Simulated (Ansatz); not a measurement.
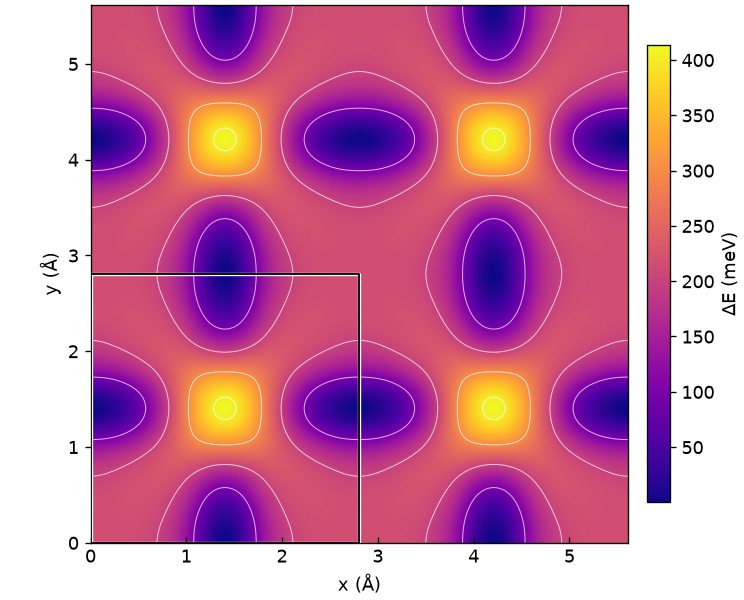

H on a Pt(100) slab cut from the Fm-3m phase, its upper half relaxed before the scan (3 atoms of substrate and one adsorbate in a 1 × 1 cell). H is moved over the surface cell; relaxed at each place: the height of the adsorbate's atoms; substrate rigid; the origin of the map has the adsorbate above Pt3. Places are given modulo a cell vector. The map is drawn in real space over the plane of the surface. The scan uses a 6 × 6 grid; 10 points were computed and 26 follow by symmetry. Energies are in meV, from the lowest grid point. With one adsorbate in each 1 × 1 cell, its nearest image is 2.8 Å away, so neighbouring adsorbates interact. Theory: DFT PBE, scalar-relativistic, plane waves, PAW (Ansatz 0.2.0). Settings: cutoff 420 eV, k-mesh 9×9×1, gaussian smearing 0.1 eV, no spin polarisation.

The picture shows a smooth colour map with a few white contour lines, the outline of one cell of the 2 × 2 shown. Between grid points the surface is interpolated.

The lowest grid point is at a bridge site between two Pt atoms, (0/6, 3/6) of the cell vectors; the map holds 2 wells of about this depth. The highest grid point, a fourfold hollow over a second-layer Pt atom, (3/6, 3/6) of the cell vectors, lies 413 meV above the lowest. On the interpolated surface the easiest way out of the lowest well to a well of about the same depth near a bridge site between two Pt atoms, (3/6, 0/6) of the cell vectors passes a barrier of about 220 meV. At the lowest point the adsorbate has 2 Pt at 1.76 Å as nearest neighbours, at the highest 4 Pt at 2.07 Å. Its relaxed height above the top atom is 1.07 Å at the lowest and 0.58 Å at the highest point.

The level of theory is changed to DFT PBEsol, scalar-relativistic, plane waves, PAW in Ansatz; with it change k-mesh 10×10×1 (before 9×9×1), the cell, relaxed at the new level (first cell vector 2.770 Å, before 2.807 Å).

### What will the new map look like?

The lowest place stays at a bridge site between two Pt atoms, (0/6, 3/6) of the cell vectors. The span from the lowest to the highest grid point shrinks from 413 to 371 meV. The easiest pass out of the lowest well goes from about 220 to about 250 meV on the interpolated surfaces. In the new map: at the lowest point the adsorbate has 2 Pt at 1.75 Å as nearest neighbours, at the highest 4 Pt at 2.05 Å. Its relaxed height above the top atom is 1.08 Å at the lowest and 0.59 Å at the highest point.

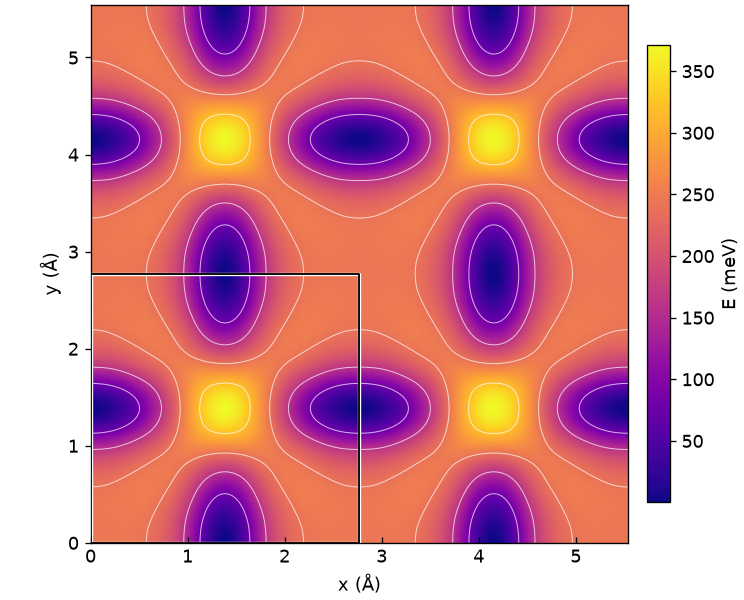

The map after the change, on a colour scale of its own. Drawn: a smooth colour map with a few white contour lines, the outline of one cell of the 2 × 2 shown. Between grid points the surface is interpolated.

PAW datasets: the set soft_1.
